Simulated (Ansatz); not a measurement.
# Geometry relaxation, with input and output: CdSe$_{2}$ (part 3 of 3)

The same run, continued: CdSe$_{2}$ (P-6m2, 3 atoms in the cell); DFT, r2SCAN+rVV10, plane waves, PAW, no spin polarisation (Ansatz 0.2.0); cutoff 500 eV, 12×12×4 k-mesh, Fermi–Dirac smearing of 0.03 eV. The structure was built on a prototype by a generator. The geometry comes from this level: PBEsol.

Geometry of the input (Å; fractional positions):
```
3.3124  0.0000  0.0000
-1.6562  2.8686  0.0000
0.0000  0.0000  8.5040
Cd 0.0000  0.0000  0.0000
Se 0.3333  0.6667  0.2367
Se 0.3333  0.6667  0.7633
```

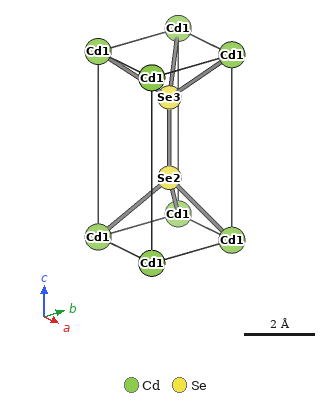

*The geometry at step 9 of the log (ball-and-stick view of the cell of the calculation, seen slightly off an axis; atoms are numbered from 1 in the order of the input).*

**File rho_z.tsv, continued**
```
3.058083	1.110223e-1
3.180407	1.369628e-1
3.302730	1.787235e-1
3.425053	2.545408e-1
3.547377	3.946019e-1
3.669700	6.347386e-1
3.792023	9.685279e-1
3.914347	1.282029e0
4.036670	1.393180e0
4.158993	1.228306e0
4.281317	9.096715e-1
4.403640	6.160993e-1
4.525963	4.327479e-1
4.648287	3.567799e-1
4.770610	3.707333e-1
4.892933	4.726597e-1
5.015257	6.620230e-1
5.137580	9.203056e-1
5.259903	1.195556e0
5.382227	1.409590e0
```

**File v_z.tsv**
```
# z_ang	v_es[eV]	v_tot[eV]
# format = ansatz-planar-average/11
# xc	r2scan
# density_cutoff_ev	2500
# datasets	Cd=:simpson_from_first_knot:soft:shift=0	Se=:simpson_from_first_knot:soft:shift=0
# lattice	4.064836071	0.000000000	-0.000000000
# lattice	-2.032418035	3.520251299	-0.000000000
# lattice	-0.000000000	-0.000000000	5.504549899
# sites	3
# site	48	0.000000000	-0.000000000	-0.000000000
# site	34	-0.000000000	2.346834200	1.484825891
# site	34	-0.000000000	2.346834200	4.019724008
0.000000	3.722348e0	-7.753535e0
0.122323	3.814438e0	-7.481755e0
0.244647	4.058881e0	-7.252742e0
0.366970	4.379364e0	-6.791726e0
0.489293	4.645061e0	-6.366591e0
0.611617	4.728029e0	-6.131149e0
0.733940	4.762490e0	-5.986992e0
0.856263	4.990808e0	-5.711929e0
0.978587	5.424290e0	-5.293920e0
1.100910	5.867250e0	-4.901803e0
1.223233	6.214332e0	-4.667659e0
1.345557	6.496719e0	-4.413197e0
1.467880	6.730285e0	-4.078277e0
1.590203	6.929101e0	-3.641098e0
1.712527	7.123343e0	-3.087766e0
1.834850	7.356007e0	-2.361928e0
1.957173	7.693959e0	-1.498211e0
2.079497	8.240324e0	-3.846061e-1
2.201820	9.079004e0	1.071754e0
2.324143	1.011732e1	2.689084e0
2.446467	1.104742e1	4.040001e0
2.568790	1.161470e1	4.835895e0
2.691113	1.185463e1	5.170618e0
2.813437	1.185463e1	5.170618e0
2.935760	1.161470e1	4.835895e0
3.058083	1.104742e1	4.040001e0
3.180407	1.011732e1	2.689084e0
3.302730	9.079004e0	1.071754e0
3.425053	8.240324e0	-3.846061e-1
3.547377	7.693959e0	-1.498211e0
3.669700	7.356007e0	-2.361928e0
3.792023	7.123343e0	-3.087766e0
3.914347	6.929101e0	-3.641098e0
4.036670	6.730285e0	-4.078277e0
4.158993	6.496719e0	-4.413197e0
4.281317	6.214332e0	-4.667659e0
4.403640	5.867250e0	-4.901803e0
4.525963	5.424290e0	-5.293920e0
4.648287	4.990808e0	-5.711929e0
4.770610	4.762490e0	-5.986992e0
4.892933	4.728029e0	-6.131149e0
5.015257	4.645061e0	-6.366591e0
5.137580	4.379364e0	-6.791726e0
5.259903	4.058881e0	-7.252742e0
5.382227	3.814438e0	-7.481755e0
```

**Trajectory as extended XYZ (Å, eV, eV/Å), 16 frames, from step=1 to step=16**
```
3
Lattice="3.3124 0.0000 0.0000 -1.6562 2.8686 0.0000 0.0000 0.0000 8.5040" Properties=species:S:1:pos:R:3:forces:R:3 step=1 energy=-19219.51930 pressure_GPa=1.36
Cd    0.0000    0.0000    0.0000    0.0000   0.0000   0.0000
Se    0.0000    1.9124    2.0132    0.0000   0.0000   0.0865
Se    0.0000    1.9124    6.4907    0.0000   0.0000  -0.0865
3
Lattice="3.4227 0.0000 0.0000 -1.7114 2.9642 0.0000 0.0000 0.0000 8.2469" Properties=species:S:1:pos:R:3:forces:R:3 step=2 energy=-19219.55379 pressure_GPa=-1.31
Cd    0.0000    0.0000    0.0000    0.0000   0.0000   0.0000
Se    0.0000    1.9761    1.9864    0.0000   0.0000  -0.1042
Se    0.0000    1.9761    6.2605    0.0000   0.0000   0.1042
3
Lattice="3.4162 0.0000 0.0000 -1.7081 2.9585 0.0000 0.0000 0.0000 7.9599" Properties=species:S:1:pos:R:3:forces:R:3 step=3 energy=-19219.57801 pressure_GPa=-0.79
Cd    0.0000    0.0000    0.0000    0.0000   0.0000   0.0000
Se    0.0000    1.9723    1.9744    0.0000   0.0000  -0.0454
Se    0.0000    1.9723    5.9854    0.0000   0.0000   0.0454
3
Lattice="3.4207 0.0000 0.0000 -1.7104 2.9624 0.0000 0.0000 0.0000 7.5455" Properties=species:S:1:pos:R:3:forces:R:3 step=4 energy=-19219.60701 pressure_GPa=0.21
Cd    0.0000    0.0000    0.0000    0.0000   0.0000   0.0000
Se    0.0000    1.9749    1.9423    0.0000   0.0000   0.0670
Se    0.0000    1.9749    5.6032    0.0000   0.0000  -0.0670
3
Lattice="3.4516 0.0000 0.0000 -1.7258 2.9892 0.0000 0.0000 0.0000 7.1270" Properties=species:S:1:pos:R:3:forces:R:3 step=5 energy=-19219.63011 pressure_GPa=0.84
Cd    0.0000    0.0000    0.0000    0.0000   0.0000   0.0000
Se    0.0000    1.9928    1.9100    0.0000   0.0000  -0.0039
Se    0.0000    1.9928    5.2169    0.0000   0.0000   0.0039
3
Lattice="3.5411 0.0000 0.0000 -1.7705 3.0666 0.0000 0.0000 0.0000 6.7153" Properties=species:S:1:pos:R:3:forces:R:3 step=6 energy=-19219.70363 pressure_GPa=1.79
Cd    0.0000    0.0000    0.0000    0.0000   0.0000   0.0000
Se    0.0000    2.0444    1.8151    0.0000   0.0000   0.1787
Se    0.0000    2.0444    4.9003    0.0000   0.0000  -0.1787
3
Lattice="3.6391 0.0000 0.0000 -1.8195 3.1515 0.0000 0.0000 0.0000 6.2991" Properties=species:S:1:pos:R:3:forces:R:3 step=7 energy=-19219.98102 pressure_GPa=2.29
Cd    0.0000    0.0000    0.0000    0.0000   0.0000   0.0000
Se    0.0000    2.1010    1.7311    0.0000   0.0000   0.4739
Se    0.0000    2.1010    4.5680    0.0000   0.0000  -0.4739
3
Lattice="3.7245 0.0000 0.0000 -1.8623 3.2255 0.0000 0.0000 0.0000 5.8840" Properties=species:S:1:pos:R:3:forces:R:3 step=8 energy=-19220.38920 pressure_GPa=4.17
Cd    0.0000    0.0000    0.0000    0.0000   0.0000   0.0000
Se    0.0000    2.1503    1.6542    0.0000   0.0000   0.2991
Se    0.0000    2.1503    4.2298    0.0000   0.0000  -0.2991
3
Lattice="3.8783 0.0000 0.0000 -1.9391 3.3587 0.0000 0.0000 0.0000 5.4693" Properties=species:S:1:pos:R:3:forces:R:3 step=9 energy=-19220.62501 pressure_GPa=6.20
Cd    0.0000    0.0000    0.0000    0.0000   0.0000   0.0000
Se    0.0000    2.2391    1.5495    0.0000   0.0000  -0.9923
Se    0.0000    2.2391    3.9198    0.0000   0.0000   0.9923
3
Lattice="4.0386 0.0000 0.0000 -2.0193 3.4976 0.0000 0.0000 0.0000 5.5557" Properties=species:S:1:pos:R:3:forces:R:3 step=10 energy=-19220.80427 pressure_GPa=-0.23
Cd    0.0000    0.0000    0.0000    0.0000   0.0000   0.0000
Se    0.0000    2.3317    1.5009    0.0000   0.0000   0.0519
Se    0.0000    2.3317    4.0548    0.0000   0.0000  -0.0519
3
Lattice="4.0600 0.0000 0.0000 -2.0300 3.5161 0.0000 0.0000 0.0000 5.4956" Properties=species:S:1:pos:R:3:forces:R:3 step=11 energy=-19220.80799 pressure_GPa=0.17
Cd    0.0000    0.0000    0.0000    0.0000   0.0000   0.0000
Se    0.0000    2.3441    1.4807    0.0000   0.0000   0.0284
Se    0.0000    2.3441    4.0149    0.0000   0.0000  -0.0284
3
Lattice="4.0588 0.0000 0.0000 -2.0294 3.5151 0.0000 0.0000 0.0000 5.5077" Properties=species:S:1:pos:R:3:forces:R:3 step=12 energy=-19220.80824 pressure_GPa=-0.01
Cd    0.0000    0.0000    0.0000    0.0000   0.0000   0.0000
Se    0.0000    2.3434    1.4875    0.0000   0.0000  -0.0136
Se    0.0000    2.3434    4.0202    0.0000   0.0000   0.0136
3
Lattice="4.0587 0.0000 0.0000 -2.0293 3.5149 0.0000 0.0000 0.0000 5.5075" Properties=species:S:1:pos:R:3:forces:R:3 step=13 energy=-19220.80825 pressure_GPa=0.00
Cd    0.0000    0.0000    0.0000    0.0000   0.0000   0.0000
Se    0.0000    2.3433    1.4866    0.0000   0.0000  -0.0011
Se    0.0000    2.3433    4.0209    0.0000   0.0000   0.0011
3
Lattice="4.0587 0.0000 0.0000 -2.0293 3.5149 0.0000 0.0000 0.0000 5.5075" Properties=species:S:1:pos:R:3:forces:R:3 step=14 energy=-19220.81718 pressure_GPa=0.12
Cd    0.0000    0.0000    0.0000    0.0000   0.0000   0.0000
Se    0.0000    2.3433    1.4866    0.0000   0.0000  -0.0008
Se    0.0000    2.3433    4.0209    0.0000   0.0000   0.0008
3
Lattice="4.0648 0.0000 0.0000 -2.0324 3.5203 0.0000 0.0000 0.0000 5.5046" Properties=species:S:1:pos:R:3:forces:R:3 step=15 energy=-19220.81731 pressure_GPa=0.02
Cd    0.0000    0.0000    0.0000    0.0000   0.0000   0.0000
Se    0.0000    2.3468    1.4848    0.0000   0.0000  -0.0009
Se    0.0000    2.3468    4.0197    0.0000   0.0000   0.0009
3
Lattice="4.0648 0.0000 0.0000 -2.0324 3.5203 0.0000 0.0000 0.0000 5.5046" Properties=species:S:1:pos:R:3:forces:R:3 step=16 energy=-19220.81735 pressure_GPa=0.02
Cd    0.0000    0.0000    0.0000    0.0000   0.0000   0.0000
Se    0.0000    2.3468    1.4848    0.0000   0.0000  -0.0009
Se    0.0000    2.3468    4.0197    0.0000   0.0000   0.0009
```

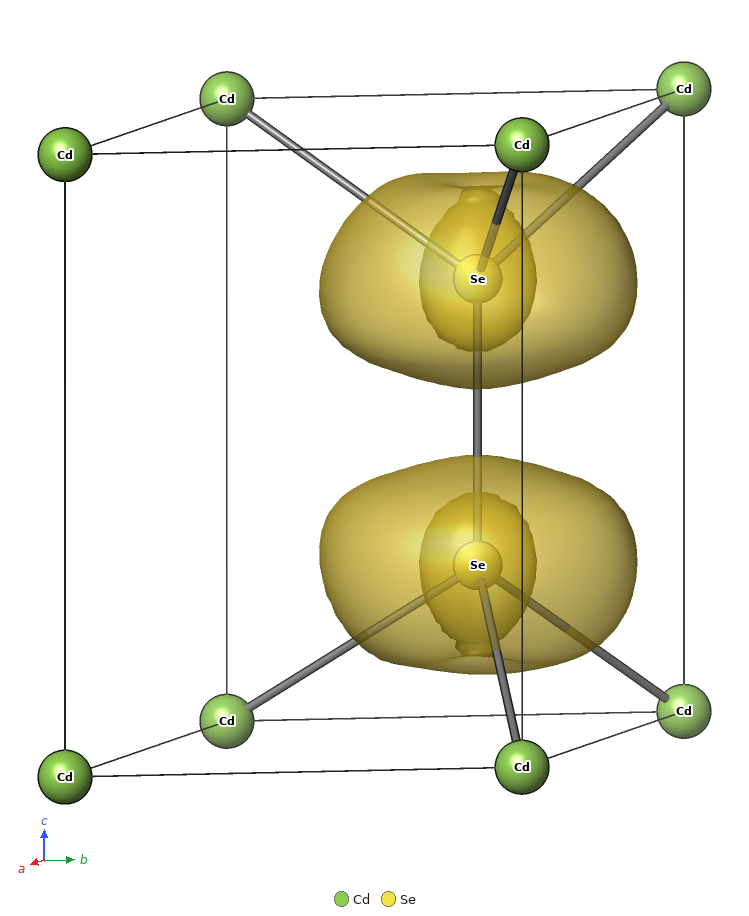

*Isosurface of the electron localisation function at 0.65 (yellow), seen slightly off an axis. Only the valence region is drawn (cores and ρ < 0.01 e/Å³ removed). Sticks mark near contacts. The outline is the cell set on symmetry axes.*

Values along the shortest contacts: Se–Se (2.53 Å): the ELF peaks at about 0.70 between the atoms. Cd–Se (2.78 Å): the ELF peaks at about 0.80 in the valence shell of Se, 0.8 Å from its nucleus, and drops to about 0.15 between the two atoms. In a PAW calculation such maps are meaningful between the atoms, not at the nuclei.

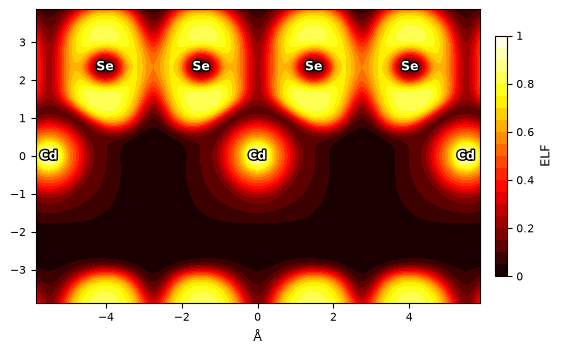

*Electron localisation function on the (110) plane of the conventional cell.*

The section cuts through Cd and Se sites. Se–Se (2.53 Å): the ELF peaks at about 0.70 between the atoms. Cd–Se (2.78 Å): the ELF peaks at about 0.80 in the valence shell of Se, 0.8 Å from its nucleus, and drops to about 0.15 between the two atoms. The strong features right at Cd lie inside the PAW spheres (semicore, d or f shells) and say nothing about bonding.
